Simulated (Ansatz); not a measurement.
System: Be, space group Fm-3m (No. 225).

Input file:
```
crystal:
  lattice:
    - [0.0, 1.5800492172, 1.5800492172]
    - [1.5800492172, 0.0, 1.5800492172]
    - [1.5800492172, 1.5800492172, 0.0]
  atoms:
    - { symbol: Be, position: [0.0, 0.0, 0.0] }
basis:
  ecutwfc: 420
kpoints:
  mp_grid: { grid: [32, 32, 32] }
hamiltonian:
  xc: pbe
scf:
  occupations: { method: fermi_dirac, width: 0.15 }
output:
  eigenvalues: true
phonons:
  method: dfpt
  eigenvectors: true
  qmesh: [4, 4, 4]
  temperatures: { t_max: 1000, t_step: 100 }
  qpath:
    path:
      - [[0.0, 0.0, 0.0], [0.5, 0.0, 0.5], [0.625, 0.25, 0.625]]
      - [[0.375, 0.375, 0.75], [0.0, 0.0, 0.0], [0.5, 0.5, 0.5], [0.5, 0.25, 0.75], [0.5, 0.0, 0.5]]
    npoints: 8
```

Command:
```bash
ansatz run input.yaml --threads 1 --pin off --max-ram 2560MiB --backend cpu --events-out ev --progress --plain --runs-dir out
```

Calculation (Ansatz 0.2.0): harmonic phonon frequencies at the irreducible points of a q mesh with atoms at rest in the given cell, q in fractions of the reciprocal cell vectors, no long-range term at q = 0, imaginary frequencies are negative, the first points where there are many; plane waves with PAW datasets. Level: PBE, no spin polarisation.

| setting | value |
| --- | --- |
| wave cutoff | 420 eV |
| k mesh | 32×32×32 |
| occupations | Fermi–Dirac |
| smearing width | 0.15 eV |
| pressure | 0 GPa |
| phonon method | linear response |
| q mesh | 4×4×4 |

Predict the phonon frequencies at several wave vectors (in fractions of the reciprocal vectors of the given cell).

No frequency is imaginary, so the structure is stable to these displacements at the wave vectors computed. The highest mode among the wave vectors computed lies at 625.4 cm⁻¹, at (0 0.25 −0.25).

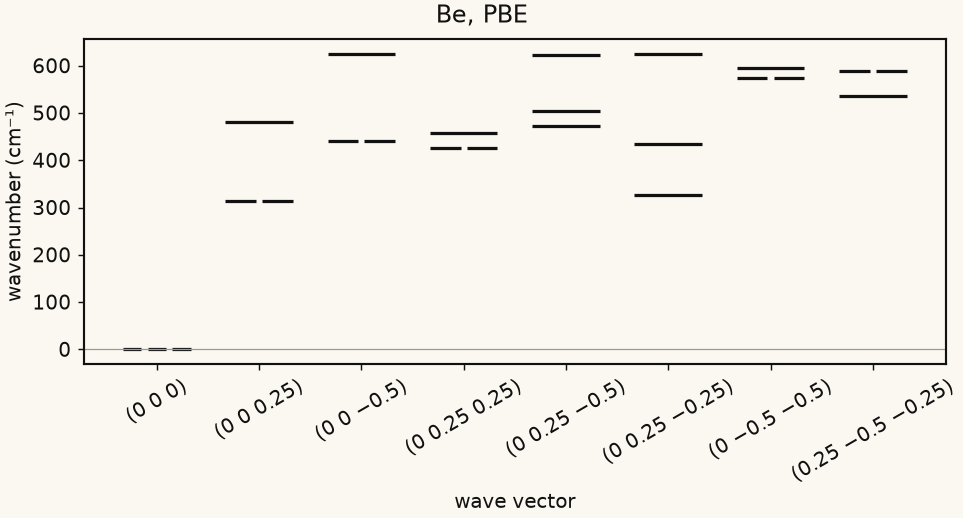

Imaginary frequencies are drawn as negative.

Note: metal sensitive to the k mesh.
